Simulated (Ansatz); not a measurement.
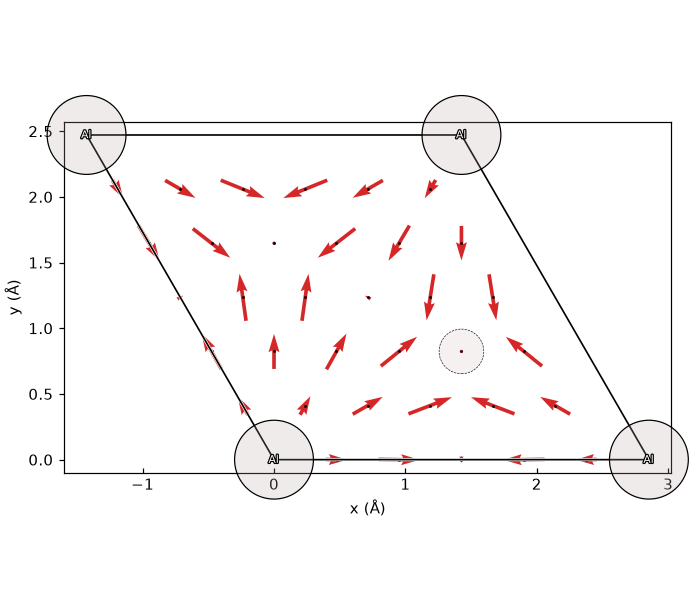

O on an Al(001) slab cut from the P6_3/mmc phase, its upper half relaxed before the scan (9 atoms of substrate and one adsorbate in a 1 × 1 cell). 
- O is moved over the surface cell; relaxed at each place: the height of the adsorbate's atoms; substrate rigid; the origin of the map has the adsorbate above Al9.
- Places are given modulo a cell vector. The map is drawn in real space over the plane of the surface.
- The grid has 6 × 6 points; 10 points were computed and 26 follow by symmetry.
- With one adsorbate in each 1 × 1 cell, its nearest image is 2.9 Å away, so neighbouring adsorbates interact.
- These are results of DFT PBE, scalar-relativistic, plane waves, PAW (Ansatz), not measurements. Settings: cutoff 420 eV, k-mesh 9×9×1, gaussian smearing 0.1 eV, no spin polarisation.

The picture shows dots at the grid points, arrows along the force (downhill), their lengths compressed, labelled circles for the atoms of the top layer and small ones for the second layer, the outline of one cell of the plane.

The arrows alone are given. Where are the wells?

Answer. The arrows converge at a threefold hollow over a third-layer Al atom, (2/6, 4/6) of the cell vectors; a threefold hollow over a second-layer Al atom, (4/6, 2/6) of the cell vectors (0.16 eV up) (read from the interpolated surface).

The energy map of the same scan:

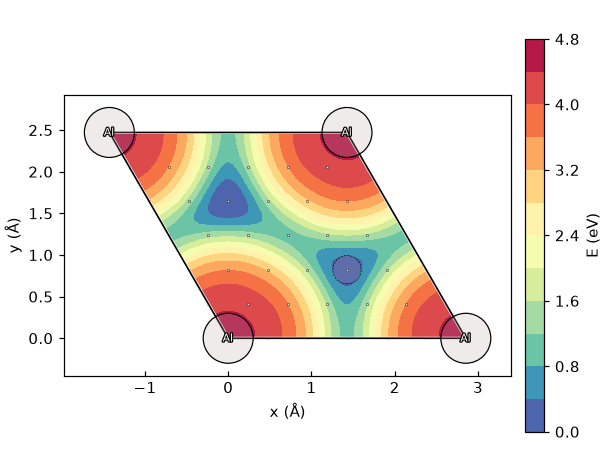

Energies are in eV, from the lowest grid point; between grid points the surface is interpolated.

PAW datasets: the set soft_1.
